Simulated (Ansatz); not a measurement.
Si

The calculation's input:

```
crystal:
  lattice:
    - [4.713235, 2.721188, 1.883999]
    - [-4.713235, 2.721188, 1.883999]
    - [0.0, -5.442375, 1.883999]
  atoms:
    - { symbol: Si, position: [0.01710199999999996, 0.714911, 0.51876] }
    - { symbol: Si, position: [0.982898, 0.285089, 0.481239] }
    - { symbol: Si, position: [0.712845, 0.712845, 0.712845] }
    - { symbol: Si, position: [0.285089, 0.481239, 0.982898] }
    - { symbol: Si, position: [0.4812389999999999, 0.982898, 0.28508899999999987] }
    - { symbol: Si, position: [0.714911, 0.51876, 0.01710199999999999] }
    - { symbol: Si, position: [0.287155, 0.287155, 0.28715500000000005] }
    - { symbol: Si, position: [0.51876, 0.01710199999999999, 0.714911] }
basis:
  ecutwfc: 470.0
kpoints:
  mp_grid:
    grid: [5, 5, 5]
  band_path:
    path:
      - [0.0, 0.0, 0.0]
      - [0.5, 0.0, 0.0]
      - [0.5, -0.5, 0.5]
      - [0.24656, -0.75344, 0.24656]
    npoints: 4
hamiltonian:
  xc: pbe
scf:
  n_extra_bands: 8
  occupations:
    method: gaussian
    width: 0.05
output:
  write_density: true
  write_potential: true
  volumetric_format: npy
  elf: true
  dos:
    de: 0.1
    nscf_kmesh:
      kspacing: 0.2
  eigenvalues: true
```

Launched as:

```sh
python run_bands.py
```

Below, planes, directions and counts refer to the conventional cell (a = 9.43 Å, b = 9.43 Å, c = 5.65 Å, α = 90.00°, β = 90.00°, γ = 120.00°).

Space group R-3; a structure from a database of computed crystals, not necessarily the ambient phase.

Level of theory: Ansatz 0.2.0, DFT PBE, plane waves, PAW.

What can the converged valence pseudo-density and electron localisation function tell about the bonding?

Si–Si (2.41 Å): ρ at the midpoint is about 0.52 e/Å³; the ELF peaks at about 0.95 between the atoms (a covalent bond).

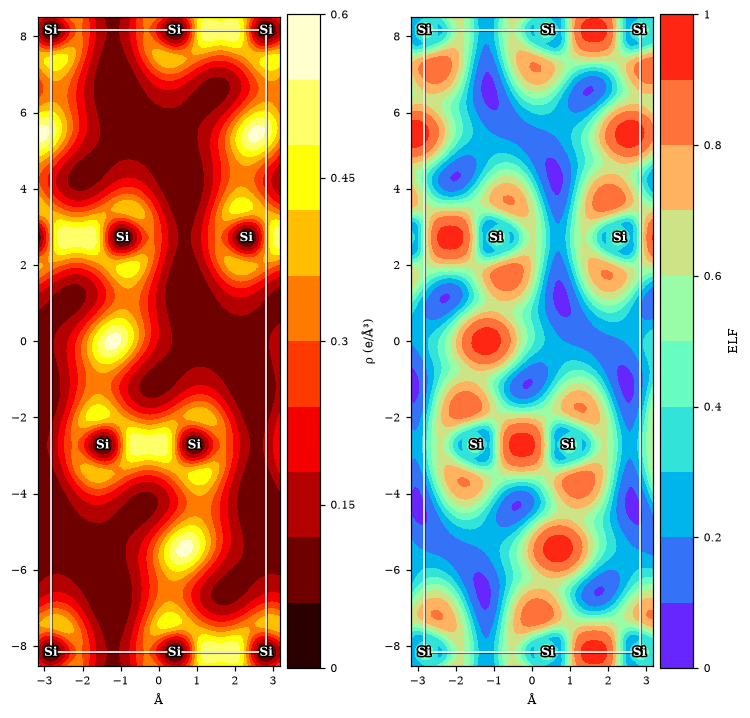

Computed valence pseudo-density and electron localisation function on the (110) plane of the conventional cell, in this order. Atoms just off the plane (Si, 0.9 Å away) can leave unmarked features too.

In a PAW calculation such maps are meaningful between the atoms, not at the nuclei.
